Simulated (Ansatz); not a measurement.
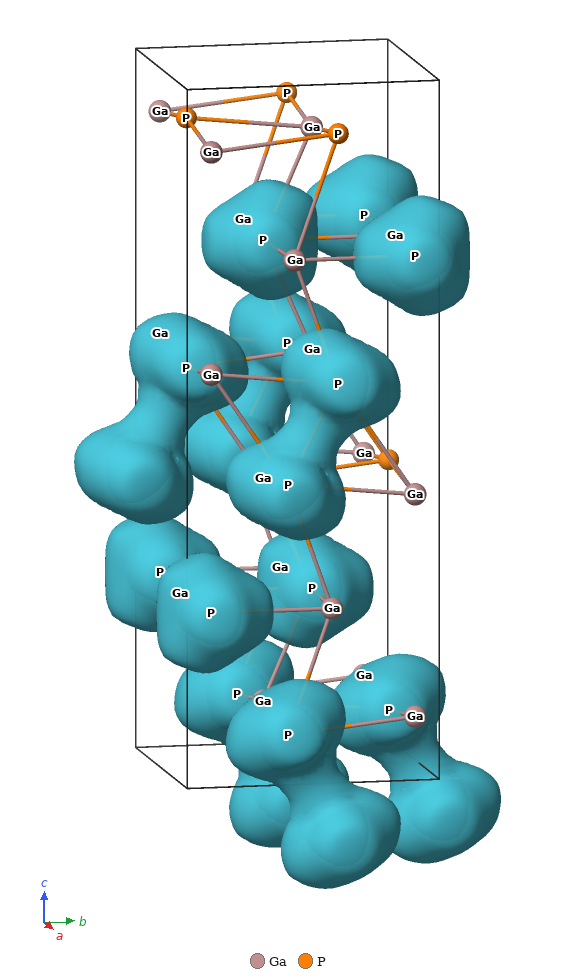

Figure. GaP. Isosurface of the electron localisation function at 0.65 (cyan), seen slightly off an axis. Core shells and regions of very low density are left out. Sticks mark near contacts.

Space group Cmcm; a generated structure, not necessarily the stable one; computed pressure about 24 GPa in this cell.

Computed with DFT PBE, scalar-relativistic, plane waves, PAW (Ansatz).

### Identify the bonds, lone pairs and shells in this picture.

The surface consists of four regions between bonded P–P atoms and four regions on P in which the atom's valence shell and bonds are merged, counted in one cell of 24 atoms. Any copies at cell faces, edges or corners count once. Along the contacts the grid gives the following. P–P (2.21 Å): the ELF peaks at about 0.85 between the atoms. Ga–P (2.39 Å): the ELF peaks at about 0.85 in the valence shell of P, 0.8 Å from its nucleus, and is about 0.70 at the midpoint.
